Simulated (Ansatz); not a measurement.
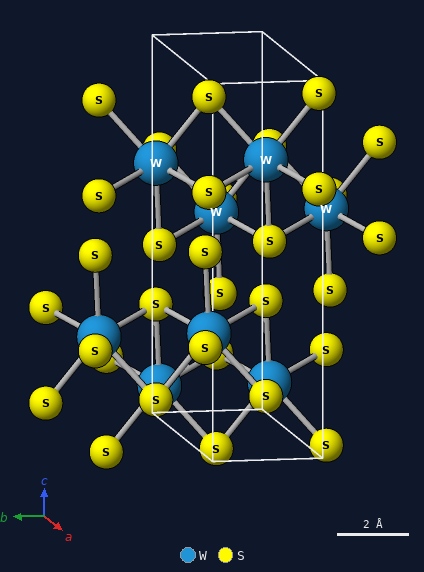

Starting structure of crystalline WS₂ (a generated structure, set up in P6_3/mmc). Style: ball-and-stick. Shown: the cell of the calculation, repeated 2 × 2 × 1 with one cell outlined, from a free direction.

Case: Se → S on all its sites, cell and atoms relaxed.

Method: DFT PBEsol, scalar-relativistic, plane waves, PAW in Ansatz.

The input:
```yaml
crystal:
  lattice:
    - [3.1054503404, 0.0, 0.0]
    - [-1.5527251702, 2.689398885, 0.0]
    - [0.0, 0.0, 12.5540352696]
  atoms:
    - { symbol: W, position: [0.6666666667, 0.3333333333, 0.75] }
    - { symbol: W, position: [0.3333333333, 0.6666666667, 0.25] }
    - { symbol: S, position: [0.3333333333, 0.6666666667, 0.8766071965] }
    - { symbol: S, position: [0.6666666667, 0.3333333333, 0.3766071965] }
    - { symbol: S, position: [0.3333333333, 0.6666666667, 0.6233928035] }
    - { symbol: S, position: [0.6666666667, 0.3333333333, 0.1233928035] }
basis:
  ecutwfc: 420
kpoints:
  mp_grid: { grid: [12, 12, 4] }
hamiltonian:
  xc: pbesol
scf:
  occupations: { method: gaussian, width: 0.02 }
output:
  forces: true
  stress: true
  eigenvalues: true
  write_density: true
  write_potential: true
  elf: true
  volumetric_format: npy
relax:
  adjacent_minimum: "off"
  f_tol: 0.01
  max_steps: 60
  cell: { stress_tol: 0.1 }
```

Run as
```bash
ansatz run input.yaml --threads 1 --pin off --max-ram 2560MiB --backend cpu --events-out ev --progress --plain --runs-dir out
```

**What does the optimiser find from here?**

Over 2 accepted moves (4 points after the start) the energy falls by 38.3 meV per cell of the calculation. Largest force component: 0.15 eV/Å at the start, 0.0034 eV/Å at the end. The pressure goes from 2.05 to −0.01 GPa. The line search rejected the trial step at point 1 of the run. The SCF was repeated once at an unchanged geometry on a basis and grid sized afresh for the cell, which shifted the energy by 0.6 meV per cell of the calculation at most. The largest moves relative to the cell, 0.036 Å, are those of S3, S4, S5 and S6. S3 goes along −c. W stays in place. The drawn cell changes as follows: a = b 3.105 → 3.146 Å (+1.3 %), c 12.554 → 12.666 Å (+0.9 %); the volume changes by +3.6 %. Near-neighbour distances that change, for instance: W1–W1 3.105 → 3.146 Å. The space group stays P6_3/mmc (No. 194). The run took 32 s on 1 thread of Intel(R) Xeon(R) 6975P-C (Granite Rapids) (shared host), peak memory 0.5 GiB.

History of the run:

```
step  E − E(0), meV/atom  largest force component, eV/Å  pressure, GPa  volume, Å³/atom                      note
   0                0.00                         0.1508           2.05           17.475                          
   1               16.14                         0.4735          -2.07           19.021                  rejected
   2               -6.24                         0.0041          -0.15           18.082                          
   3               -6.28                         0.0032          -0.02           18.100                          
   4               -6.39                         0.0034          -0.01           18.100  same geometry, new basis
```

After the run, drawn alike:

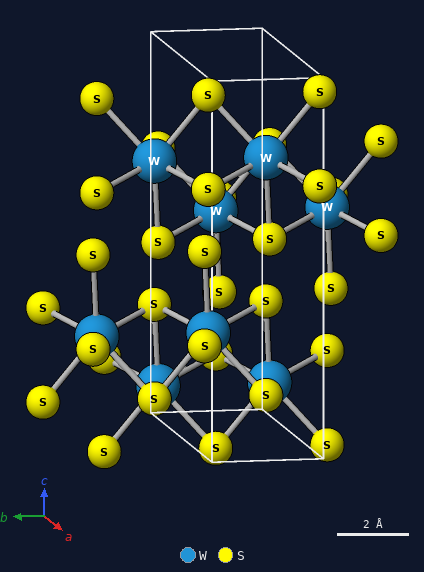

Limits of the set-up: layers or molecules are held without a dispersion correction, so their spacing is unreliable.
